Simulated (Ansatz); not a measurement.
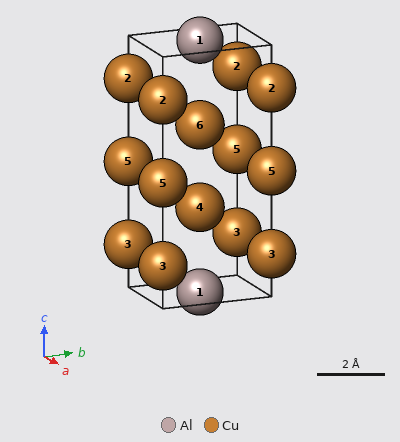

Fig. 1: The input geometry (spheres-only view of the cell of the calculation, seen slightly off an axis; atoms are numbered from 1 in the order of the input). An atom can appear more than once, as a periodic image.

Band-structure calculation, with input and output: AlCu$_{5}$

The run: band-structure calculation of AlCu$_{5}$ (6 atoms in the cell). Method and program: DFT PBE, scalar-relativistic, plane waves, PAW, no spin polarisation (Ansatz 0.2.0).

The structure was made by a generator, so it may or may not be a known phase. Figures and captions count atoms from 1; the log counts them from 0 in places.

## What the program printed
```
scf.n_extra_bands = 15 over 49 filled bands (N_el = 98.0): the run solves 64 bands
Engine: ansatz 0.2.0, x86_64-unknown-linux-gnu
Pseudopotentials: kind: paw
Pseudopotential: Al, paw, valence charge 3, recommended cutoff 420 eV (normal), Al.paw.azcp
Pseudopotential: Cu, paw, valence charge 19, recommended cutoff 420 eV (normal), Cu.paw.azcp
Functional definition: PBE
  parameter kappa = 0.804
  parameter beta = 0.06672455060314922
  exchange = pbe_x(kappa = kappa, mu = beta*pi^2/3)
  correlation = pbe_c(beta = beta)
Crystal: 6 atoms, lattice volume = 74.394 Å³
Basis set: ecut = 420 eV, 1453 PW (Γ), exchange–correlation on 36×48×108 points (8 copies of the dense FFT grid, shifted against one another)
Bands: 64, of which v1, the nominal top of the filled ones, is band 49 counted from 1 (48 counted from 0)
Symmetry: 8 space group operations
Space group: Pmmm (ITA 47), of the structure as read, at distance tolerance 4.2e-5 Å
k-points: 192 of 840
Non-local potential: Al, projectors of the file, l = 0: 2, l = 1: 2, l = 2: 1
Non-local potential: Cu, projectors of the file, l = 0: 3, l = 1: 2, l = 2: 3, l = 3: 1
PAW form: soft (Blöchl's): semilocal exchange-correlation on the pseudo side does not see the compensation charge
PAW one-centre angular grid: Al, 110 points (default); XC on 64 Gauss nodes
PAW one-centre angular grid: Cu, 590 points (default); XC on 64 Gauss nodes
Initial density: superposition of atomic densities (neutral atoms: chi_scale 0, normalization atom), corrected by the library's trained network
Initial wavefunctions: pseudopotential atomic-orbital guess
Functional: x = pbe(κ = 0.804, μ = 0.2195149727645171), c = pbe(β = 0.06672455060314922)
SCF iter   1: F=—  HF=-33663.917567 eV  |F-HF|=—  |Δ(HF+E_count)|=         —  Δρ=3.24e-3  dr2=6.11e-3  ethr=1.77e-3  ⟨swp⟩=5.0  Hψ=44319  notcnv=0  defer=326
preconditioner: auto → Kerker (q_TF=auto, 2.857 Å⁻¹)  [metal: Δε(μ)=0.023 eV  Ē_g=11.281 eV  σ=0.100 eV  W_gap=0.13  n_scr=26 (ndim 8)  ℏωp=32.8 eV  f_vac=0.001  D(μ)=1.64/eV (n_scr^D=10)]
SCF iter   2: F=—  HF=-33663.916869 eV  |F-HF|=—  |Δ(HF+E_count)|=   6.98e-4  Δρ=1.07e-3  dr2=9.51e-4  ethr=6.24e-6  ⟨swp⟩=2.4  Hψ=20124  notcnv=0  defer=438
SCF iter   3: F=—  HF=-33663.916681 eV  |F-HF|=—  |Δ(HF+E_count)|=   1.87e-4  Δρ=7.39e-4  dr2=4.80e-4  ethr=9.70e-7  ⟨swp⟩=2.4  Hψ=18642  notcnv=0  defer=438
SCF iter   4: F=—  HF=-33663.916593 eV  |F-HF|=—  |Δ(HF+E_count)|=   8.90e-5  Δρ=1.72e-4  dr2=3.92e-5  ethr=4.89e-7  ⟨swp⟩=2.2  Hψ=15342  notcnv=0  defer=438
SCF iter   5: F=—  HF=-33663.916523 eV  |F-HF|=—  |Δ(HF+E_count)|=   6.98e-5  Δρ=1.16e-4  dr2=7.48e-6  ethr=4.00e-8  ⟨swp⟩=2.0  Hψ=16130  notcnv=0  defer=438
SCF iter   6: F=—  HF=-33663.916521 eV  |F-HF|=—  |Δ(HF+E_count)|=   1.45e-6  Δρ=7.62e-5  dr2=3.02e-6  ethr=7.64e-9  ⟨swp⟩=2.0  Hψ=18604  notcnv=0  defer=438
SCF iter   7: F=—  HF=-33663.916521 eV  |F-HF|=—  |Δ(HF+E_count)|=   4.99e-7  Δρ=1.35e-5  dr2=2.03e-7  ethr=3.09e-9  ⟨swp⟩=2.0  Hψ=15405  notcnv=0  defer=438
SCF iter   8: F=-33663.916521 eV  HF=-33663.916521 eV  |F-HF|=6.40e-8  |Δ(HF+E_count)|=   1.58e-8  Δρ=7.15e-6  dr2=5.38e-8  ethr=1.02e-10  ⟨swp⟩=12.1  Hψ=84511  notcnv=0
SCF 1 converged in 8 iterations: F = -33663.916521 eV  dr2 = 5.38e-8
  greatest PAW one-centre occupation: 1.000 electrons in one spin orbital (limit 2), on the Cu atom at site 4 (counted from 0), in its partial waves of l = 0
```

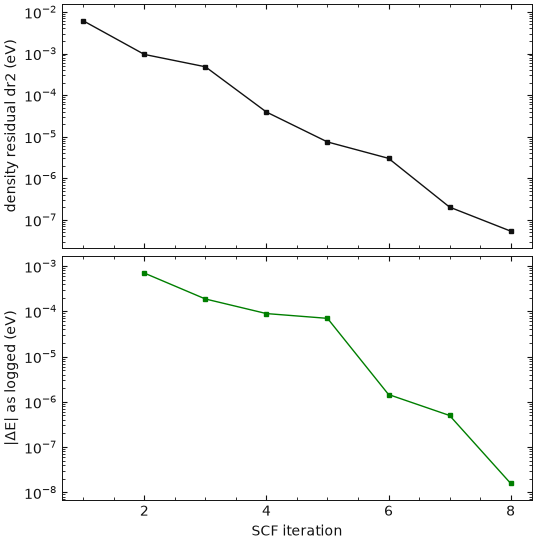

Fig. 2: Convergence of the self-consistent field: density residual dr2 and size of the energy change against the SCF iteration. The residual falls at every step.

```
NSCF: frozen V_eff on 172 k-points
NSCF: frozen V_eff on 315 k-points
SCF converged after 8 iterations
Free energy (F): -33663.916521 eV
Harris-Foulkes:  -33663.916521 eV  (|F-HF|=6.40e-8)
Internal energy: -33663.908239 eV  (E = F + TS)
E sigma→0 (E₀):  -33663.912380 eV
Entropy (-TS):   -0.008281 eV (-1.380 meV/atom)
Fermi energy:    15.221866 eV
--- Per-component energies (eV) ---
  E_band       = -1934.996877
  E_kinetic    = 1522.982780
  E_local      = -24077.002632  (includes V_loc(G=0)·N_el)
  E_nonlocal   = 1956.900831
  E_hartree    = 10765.034950
  E_xc         = -488.243554
  E_vxc        = -607.777892  (∫ρ·V_xc dr)
  E_paw        = -8780.231395  (= ΣΔE_a)
  E_vpaw       = -2260.160836  (= ΣTr[D̂ρ^β])
  E_aug_tail   = 0.001282  (compensation charges beyond the density's cutoff)
  E_ewald      = -14563.350501
  E_smearing   = -0.008281  (= −TS)
  E_closure    = -0.000000  (closes the sum)
  Σ components = -33663.916521   (vs F -33663.916521, Δ=0.00e0)
--- Forces (eV/Å), atoms counted from 1 ---
  atom   1  Al     0.00000000     0.00000000     0.00000000
  atom   2  Cu     0.00000000     0.00000000     0.00038319
  atom   3  Cu     0.00000000     0.00000000    -0.00038319
  atom   4  Cu     0.00000000     0.00000000    -0.00012306
  atom   5  Cu     0.00000000     0.00000000     0.00000000
  atom   6  Cu     0.00000000     0.00000000     0.00012306
  max |Σ_I F_I| component: 1.18e-30 eV/Å
--- Stress (GPa, compression-positive) ---
       -0.005703       0.000000       0.000000
        0.000000       0.000814       0.000000
        0.000000       0.000000      -0.011615
  P = ⅓ Tr σ = -0.0055 GPa (-0.055 kbar)
--- Band table (eV; the first three rows and the last of 192) ---
  k-point 0: bands = ["-97.9066", "-97.9054", "-97.4281", "-97.4257", "-97.3061", "-55.3049", "-55.3034", "-55.2575", "-55.2476", "-55.2464", "-55.2417", "-54.8502", "-54.8257", "-54.7951", "-54.7830", "-54.7583", "-54.7540", "-54.6802", "-54.6770", "-54.6469", "4.8876", "7.6540", "7.7665", "10.4600", "10.8338", "10.8597", "10.9873", "11.3076", "11.3322", "11.5735", "11.7575", "11.9143", "11.9956", "12.0567", "12.1527", "12.2057", "12.2091", "12.4229", "12.5035", "12.5969", "12.6878", "12.7682", "13.0564", "13.1066", "13.1089", "13.1096", "13.2667", "13.5604", "16.0601", "16.6894", "17.0419", "19.6328", "19.8381", "20.2510", "23.2626", "23.4565", "24.8519", "26.3102", "26.5553", "27.2519", "28.3185", "28.3603", "28.5950", "29.1190"]
  k-point 1: bands = ["-97.9066", "-97.9054", "-97.4281", "-97.4258", "-97.3062", "-55.3049", "-55.3034", "-55.2576", "-55.2476", "-55.2464", "-55.2416", "-54.8502", "-54.8257", "-54.7951", "-54.7830", "-54.7583", "-54.7540", "-54.6802", "-54.6770", "-54.6469", "4.9305", "7.0633", "8.4550", "10.4864", "10.7764", "10.8542", "10.9457", "11.2925", "11.3046", "11.5809", "11.7416", "11.9849", "12.0012", "12.0568", "12.1435", "12.2016", "12.2069", "12.4256", "12.4751", "12.6028", "12.7008", "12.7681", "13.0197", "13.0342", "13.1061", "13.2146", "13.2581", "13.5611", "15.6008", "16.2072", "18.3468", "19.0708", "19.6323", "21.1125", "23.0269", "23.8337", "24.9074", "25.1787", "26.2219", "26.8669", "27.6689", "28.2862", "29.4303", "29.4306"]
  k-point 2: bands = ["-97.9066", "-97.9054", "-97.4281", "-97.4258", "-97.3062", "-55.3048", "-55.3035", "-55.2578", "-55.2476", "-55.2464", "-55.2413", "-54.8502", "-54.8257", "-54.7951", "-54.7830", "-54.7583", "-54.7540", "-54.6802", "-54.6770", "-54.6469", "5.0325", "6.5884", "9.2165", "10.5169", "10.5567", "10.8587", "10.9048", "11.1944", "11.2657", "11.6100", "11.7267", "12.0146", "12.0546", "12.1230", "12.1305", "12.1879", "12.2146", "12.4196", "12.4300", "12.6144", "12.7277", "12.7676", "12.8668", "13.0017", "13.1002", "13.2399", "13.4308", "13.5623", "14.6542", "16.5817", "18.2634", "19.6312", "19.9593", "22.2135", "22.7961", "23.5633", "24.4886", "24.8996", "25.0377", "26.2395", "27.0854", "27.9611", "30.4618", "31.0010"]
  k-point 191: bands = ["-97.9041", "-97.9030", "-97.4254", "-97.4234", "-97.3040", "-55.3025", "-55.3011", "-55.2818", "-55.2804", "-55.2547", "-55.2382", "-54.8474", "-54.8218", "-54.7969", "-54.7912", "-54.7869", "-54.7810", "-54.6787", "-54.6770", "-54.6747", "9.9230", "10.2150", "10.5075", "10.6413", "10.7358", "10.8595", "11.3276", "11.3564", "11.5261", "11.6853", "11.7944", "11.8781", "11.9220", "11.9263", "12.0501", "12.0969", "12.1699", "12.3421", "12.5839", "12.6832", "12.7668", "13.1595", "13.3444", "13.3852", "13.5149", "14.5023", "14.7188", "14.9095", "15.0024", "15.7158", "16.3445", "18.1847", "18.5825", "19.7627", "19.8503", "20.0775", "20.3079", "20.5100", "21.6495", "21.9494", "22.5910", "29.0947", "29.1024", "29.4017"]
--- Löwdin populations: 6 sites ---
  site symbol       q [e]
     0     Al      3.7701
     1     Cu     18.5698
     2     Cu     18.5698
     3     Cu     18.7513
     4     Cu     18.8316
     5     Cu     18.7513
  spilling = 0.007716 (of n_electrons = 98.000000)
--- Bader charges: 6 sites ---
  site symbol  charge [e]  shift [e]
     0     Al      1.2212     0.0016
     1     Cu     -0.5071     0.0005
     2     Cu     -0.5071     0.0005
     3     Cu     -0.0991     0.0003
     4     Cu     -0.0087     0.0000
     5     Cu     -0.0991     0.0003
  estimated error of the sums over rays = 5.4e-4 e
```

## File populations.tsv
```
# site	symbol	l	j	q
# orbitals = lowdin
# n_electrons = 98.000000
# spilling = 0.007716
0	Al	0_3S	-	1.062100
0	Al	1_3P	-	2.707971
1	Cu	0_3S	-	1.991535
1	Cu	0_4S	-	0.826801
1	Cu	1_3P	-	5.997781
1	Cu	2_3D	-	9.753684
2	Cu	0_3S	-	1.991535
2	Cu	0_4S	-	0.826801
2	Cu	1_3P	-	5.997781
2	Cu	2_3D	-	9.753684
3	Cu	0_3S	-	1.995192
3	Cu	0_4S	-	0.971068
3	Cu	1_3P	-	5.998796
3	Cu	2_3D	-	9.786257
4	Cu	0_3S	-	1.996509
4	Cu	0_4S	-	1.041434
4	Cu	1_3P	-	5.999131
4	Cu	2_3D	-	9.794479
5	Cu	0_3S	-	1.995192
5	Cu	0_4S	-	0.971068
5	Cu	1_3P	-	5.998796
5	Cu	2_3D	-	9.786257
```

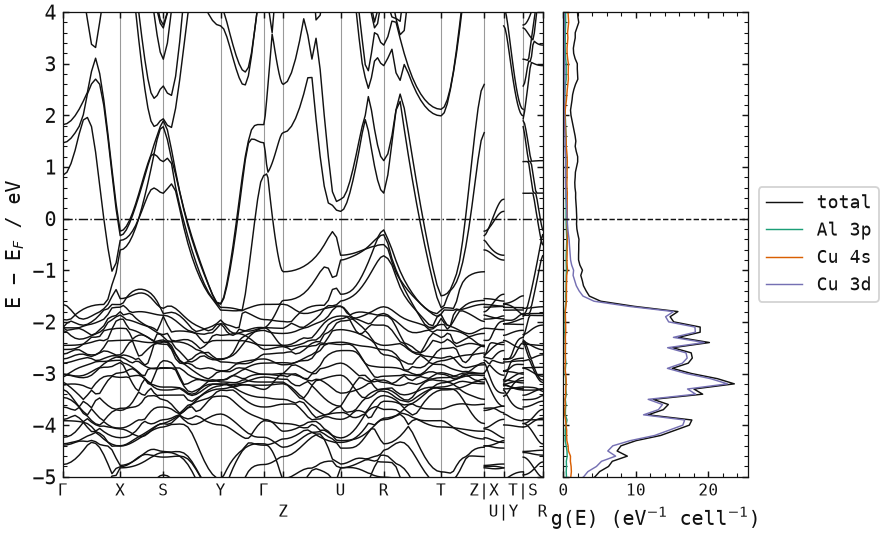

Fig. 3: Band structure along Γ–X–S–Y–Γ–Z–U–R–T–Z|X–U|Y–T|S–R and density of states (projected on Löwdin-orthogonalised atomic shells), with energies from the Fermi level. Bands cross the Fermi level: a metal at this level of theory.

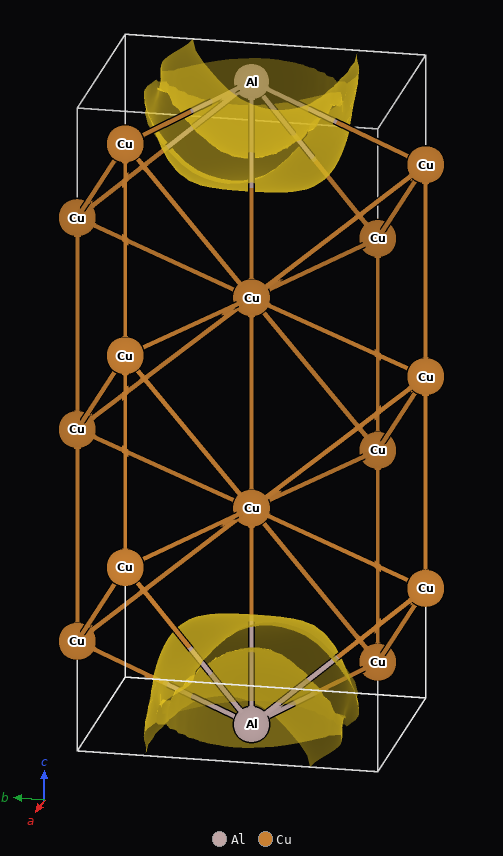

Fig. 4: Isosurface of the electron localisation function at 0.45 (yellow), seen at an oblique angle. Only the valence region is drawn (cores and ρ < 0.01 e/Å³ removed). Sticks mark near contacts. The outline is the cell set on symmetry axes. Profiles from the grid: Cu–Cu (2.57 Å): the ELF is about 0.20 at the midpoint (no localised pair between them). Al–Cu (2.59 Å): the ELF is about 0.40 at the midpoint (no shared electron pair). The fields are those of the smooth PAW valence density.

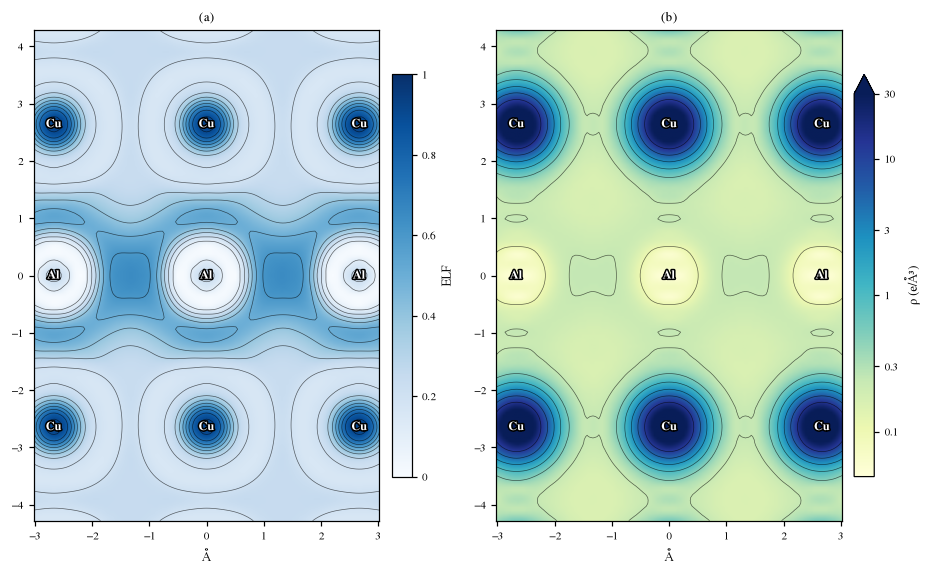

Fig. 5: (a) ELF; (b) valence electron density on the (010) plane of the conventional cell. The section cuts through Al and Cu sites. Al–Al (2.67 Å): the density is about 0.25 e/Å³ at the midpoint; the ELF peaks at about 0.65 between the atoms. Al–Cu (2.64 Å): ρ is about 0.26 e/Å³ halfway, with its minimum of 0.21 e/Å³ about 1.2 Å from Al; the ELF is about 0.40 at the midpoint (no localised pair between them). Cu–Cu (2.67 Å): ρ is about 0.25 e/Å³ halfway; the ELF is about 0.20 at the midpoint; no localised pair between them. Away from the nuclei the density in this plane falls to 0.15 e/Å³ at its lowest. The strong features right at Cu lie inside the PAW spheres (semicore, d or f shells) and say nothing about bonding.

This output came from the following input.

## Input file
```yaml
crystal:
  lattice:
    - [2.6673153831, 0.0, 0.0]
    - [0.0, 3.5489596124, 0.0]
    - [0.0, 0.0, 7.8589648568]
  atoms:
    - { symbol: Al, position: [0.5, 0.5, 0.0] }
    - { symbol: Cu, position: [0.0, 0.0, 0.8295071757] }
    - { symbol: Cu, position: [0.0, 0.0, 0.1704928243] }
    - { symbol: Cu, position: [0.5, 0.5, 0.3362873296] }
    - { symbol: Cu, position: [0.0, 0.0, 0.5] }
    - { symbol: Cu, position: [0.5, 0.5, 0.6637126704] }
basis:
  ecutwfc: 420
kpoints:
  mp_grid: { grid: [14, 10, 6] }
  band_path:
    path:
      - [[0.0, 0.0, 0.0], [0.5, 0.0, 0.0], [0.5, 0.5, 0.0], [0.0, 0.5, 0.0], [0.0, 0.0, 0.0], [0.0, 0.0, 0.5], [0.5, 0.0, 0.5], [0.5, 0.5, 0.5], [0.0, 0.5, 0.5], [0.0, 0.0, 0.5]]
      - [[0.5, 0.0, 0.0], [0.5, 0.0, 0.5]]
      - [[0.0, 0.5, 0.0], [0.0, 0.5, 0.5]]
      - [[0.5, 0.5, 0.0], [0.5, 0.5, 0.5]]
    npoints: 14
hamiltonian:
  xc: pbe
scf:
  occupations: { method: gaussian, width: 0.1 }
  n_extra_bands: 15
output:
  forces: true
  stress: true
  eigenvalues: true
  populations: true
  dos: { projected: true, de: 0.02, nscf_kmesh: { grid: [17, 12, 8] } }
  bader: true
  write_density: true
  write_potential: true
  elf: true
  volumetric_format: npy
```

Run as:
```bash
ansatz run input.yaml --threads 4 --pin off --max-ram 8192MiB --backend cpu --events-out ev --progress --plain --runs-dir out
```

## Key numbers

- outcome: converged
- space group (tolerance 0.01 Å): Pmmm (47)
- electrons treated: 98
- free energy: −33663.9165 eV
- Fermi energy: 15.222 eV
- gap on the k-point mesh: none (metallic)
- pressure: −0.01 GPa
- largest force (length of the vector): under 0.001 eV/Å
- hardware: 4 threads of Intel Xeon (Granite Rapids), 64 GiB of memory available, shared host
- wall time: 25 s (CPU time 97 s)
- peak memory: 1.2 GiB
